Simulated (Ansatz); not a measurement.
Consider AlCu.

Input file:

```
crystal:
  lattice:
    - [2.997509, 0.0, 0.0]
    - [0.0, 2.997509, 0.0]
    - [0.0, 0.0, 2.997509]
  atoms:
    - { symbol: Cu, position: [0.5, 0.5, 0.5] }
    - { symbol: Al, position: [0.0, 0.0, 0.0] }
hamiltonian:
  xc: hse06
  pseudopotentials: { kind: paw }
kpoints:
  mp_grid: { grid: [5, 5, 5] }
scf:
  occupations: { method: fermi_dirac, width: 0.05 }
  n_extra_bands: 6
output:
  forces: true
  stress: true
  eigenvalues: true
  dos: { projected: true, de: 0.05 }
  write_density: true
  write_potential: true
  elf: true
  volumetric_format: npy
```

Command:

```sh
ansatz run input.yaml --threads 2 --pin off --max-ram 5632MiB --backend cpu --events-out ev --progress --plain --runs-dir out
```

Below, planes, directions and counts refer to the conventional cell (a = 3.00 Å, b = 3.00 Å, c = 3.00 Å, α = 90.00°, β = 90.00°, γ = 90.00°).

Space group Pm-3m; a structure from a database of computed crystals, not necessarily the ambient phase; computed pressure about 3 GPa in this cell.

All numbers below come from Kohn-Sham DFT of a periodic cell, HSE06, Ansatz PAW in Ansatz 0.2.0.

> Predict the valence pseudo-density and electron localisation function between the atoms.

Al–Cu (2.60 Å): the density is about 0.25 e/Å³ at the midpoint; the ELF is about 0.40 at the midpoint.

> Does the calculation make it a metal, or give it a gap?

It is metallic or semimetallic at this level of theory: no gap opens.

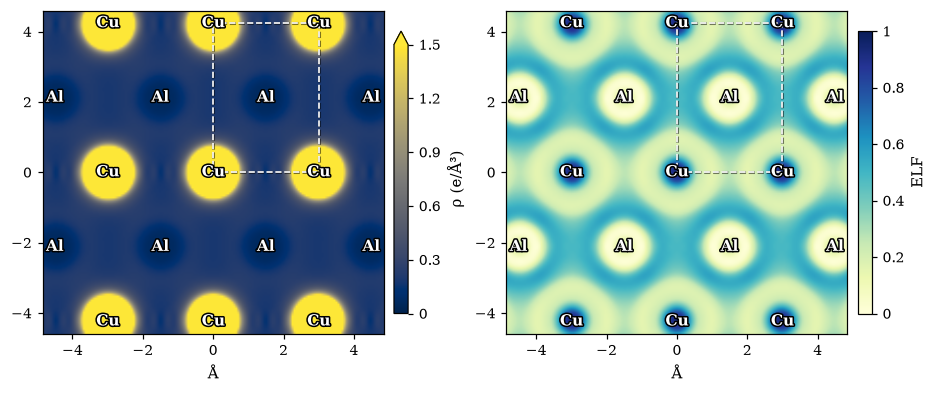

Computed valence pseudo-density and electron localisation function on the (110) plane of the conventional cell, in this order. 

The density is the valence pseudo-density of a PAW calculation; it isn't the true density close to the nuclei.
